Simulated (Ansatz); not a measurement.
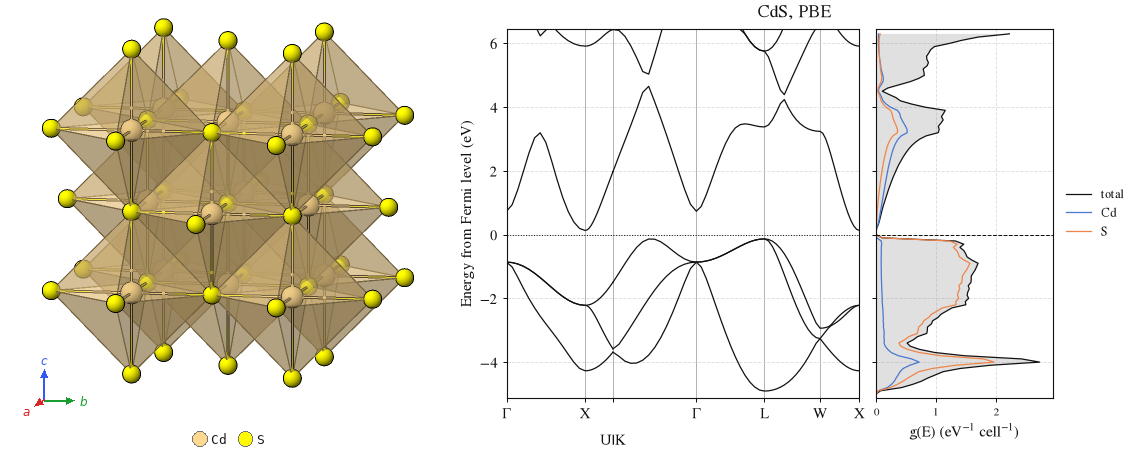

Band structure and density of states, beside the structure. Energies are counted from the Fermi level. The partial curves are projected on Löwdin-orthogonalised atomic shells; they sum to less than the total at higher energies, where shells without a projector contribute.

System: CdS, space group Fm-3m (No. 225), 2 atoms in the cell.

Space group Fm-3m (No. 225). a = 5.495 Å, b = 5.495 Å, c = 5.495 Å, α = 90.00°, β = 90.00°, γ = 90.00°
| atom | site | symmetry | x | y | z |
| --- | --- | --- | --- | --- | --- |
| Cd | 4a | m-3m | 0.0000 | 0.0000 | 0.0000 |
| S | 4b | m-3m | 0.5000 | 0.0000 | 0.0000 |

Computed with Ansatz: DFT PBE, scalar-relativistic, plane waves, PAW, no spin polarisation, 12×12×12 k mesh, 420 eV cutoff, Gaussian smearing of 0.01 eV.

**What does the band structure say about the gap?**

The bands leave a gap. The gap along this path is 0.26 eV and indirect, from the valence-band top at L to the conduction-band bottom at X; the smallest direct gap is 1.59 eV, at Γ.

**How much do the top valence band and the lowest conduction band disperse along the path?**

The top valence band spans 2.8 eV and the lowest conduction band 4.5 eV.

**What are the direct gaps at X, L and Γ?**

The direct gaps are 2.35 eV at X, 3.51 eV at L and 1.59 eV at Γ.

**Where is the tallest peak in the window, and which states make it?**

The tallest peak in the window is at −4.0 eV; by projected weight it is S (75 %) and Cd (25 %).
